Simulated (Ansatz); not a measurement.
# W$_{12}$S$_{23}$ (cell charge +2, with a compensating background) (cell with a defect): what the fields show

```yaml
crystal:
  lattice:
    - [0.00000, -10.94558, 0.00000]
    - [-9.47915, 5.47279, 0.00000]
    - [0.00000, 0.00000, -16.93947]
  atoms:
    - { symbol: W, position: [0.66624, 0.65886, 0.99659] }
    - { symbol: W, position: [0.49967, 0.83233, 0.00118] }
    - { symbol: W, position: [0.66629, 0.16872, 0.99954] }
    - { symbol: W, position: [0.50690, 0.34014, 0.99653] }
    - { symbol: W, position: [0.33545, 0.49945, 0.99959] }
    - { symbol: W, position: [0.16566, 0.66600, 0.00114] }
    - { symbol: W, position: [0.99703, 0.83026, 0.99957] }
    - { symbol: W, position: [0.33349, 0.00014, 0.00113] }
    - { symbol: W, position: [0.16690, 0.16669, 0.00113] }
    - { symbol: W, position: [0.99907, 0.33288, 0.00112] }
    - { symbol: W, position: [0.82565, 0.49946, 0.99648] }
    - { symbol: W, position: [0.83292, 0.99898, 0.00114] }
    - { symbol: S, position: [0.50465, 0.66185, 0.09193] }
    - { symbol: S, position: [0.66633, 0.00123, 0.09336] }
    - { symbol: S, position: [0.50387, 0.17557, 0.09190] }
    - { symbol: S, position: [0.34233, 0.33708, 0.09192] }
    - { symbol: S, position: [0.16782, 0.49940, 0.09342] }
    - { symbol: S, position: [0.99011, 0.66095, 0.09188] }
    - { symbol: S, position: [0.33286, 0.83280, 0.09413] }
    - { symbol: S, position: [0.16467, 0.99790, 0.09337] }
    - { symbol: S, position: [0.99965, 0.16619, 0.09414] }
    - { symbol: S, position: [0.82869, 0.33799, 0.09188] }
    - { symbol: S, position: [0.82779, 0.82352, 0.09189] }
    - { symbol: S, position: [0.66624, 0.49956, 0.89999] }
    - { symbol: S, position: [0.50170, 0.66733, 0.90625] }
    - { symbol: S, position: [0.66627, 0.99926, 0.90821] }
    - { symbol: S, position: [0.49845, 0.16719, 0.90621] }
    - { symbol: S, position: [0.33395, 0.33167, 0.90619] }
    - { symbol: S, position: [0.16608, 0.49945, 0.90821] }
    - { symbol: S, position: [0.99864, 0.66399, 0.90623] }
    - { symbol: S, position: [0.33298, 0.83282, 0.90853] }
    - { symbol: S, position: [0.16647, 0.99968, 0.90823] }
    - { symbol: S, position: [0.99964, 0.16616, 0.90846] }
    - { symbol: S, position: [0.83412, 0.33492, 0.90616] }
    - { symbol: S, position: [0.83077, 0.83182, 0.90622] }
```

Method: DFT PBE+D3(BJ), scalar-relativistic, plane waves, PAW (Ansatz).

The density is the valence pseudo-density of a PAW calculation; it isn't the true density close to the nuclei.

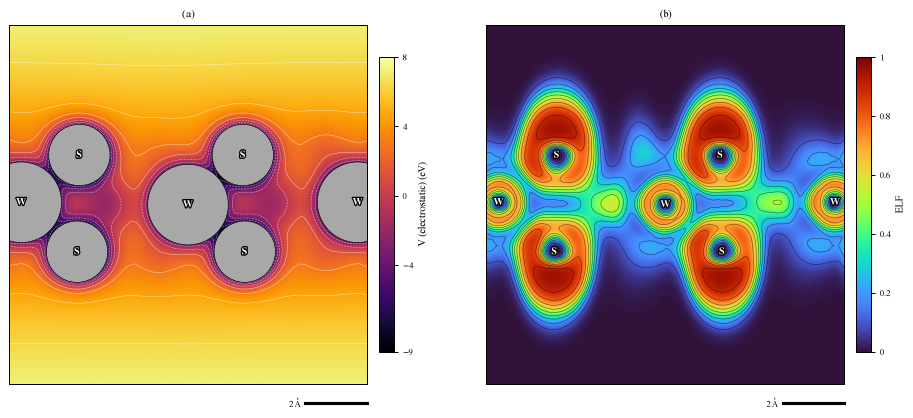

Figure 1. (a) electrostatic potential (local pseudopotential plus Hartree) felt by an electron; (b) ELF on the (11̄0) plane of the calculation cell, a cut from vacuum to vacuum. Grey discs cover the atomic cores in the potential map.

Interpret the plot.

Answer. The plane passes through W and S nuclei.
W–S (2.41 Å): the ELF peaks at about 0.85 in the valence shell of S, 0.8 Å from its nucleus, and is about 0.50 at the midpoint.
W–S (2.44 Å): the ELF peaks at about 0.85 in the valence shell of S, 0.8 Å from its nucleus, and is about 0.50 at the midpoint.
The features right at W lie inside the PAW spheres, where the map follows smoothed inner orbitals and isn't to be read closely.

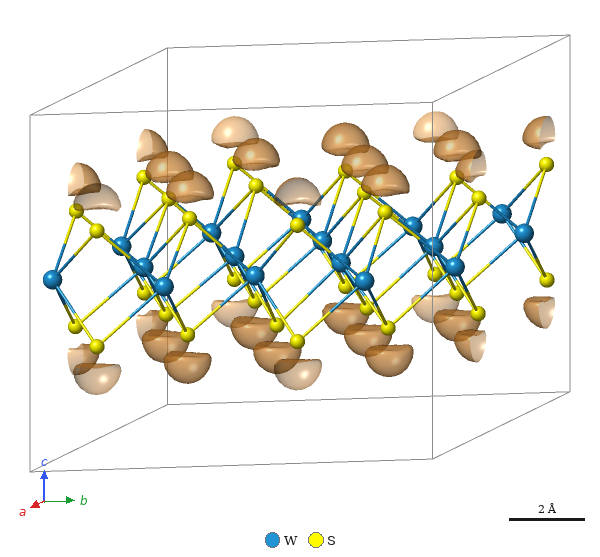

Figure 2. Isosurface of the ELF at 0.9 (orange), seen slightly off an axis. Only the valence region is drawn (cores and ρ < 0.01 e/Å³ removed). Sticks mark near contacts.

Describe the localisation domains.

Answer. The ELF exceeds this value in 23 lobes on S, pointing away from the bonds (lone pairs), counted in one cell of 35 atoms. Counts are for one cell; the picture repeats the cell along the surface.


W–S (2.39 Å): the ELF peaks at about 0.85 in the valence shell of S, 0.8 Å from its nucleus, and is about 0.45 at the midpoint.

Metal or insulator at this level of theory?

Answer. It is metallic or semimetallic at this level of theory: no gap opens.
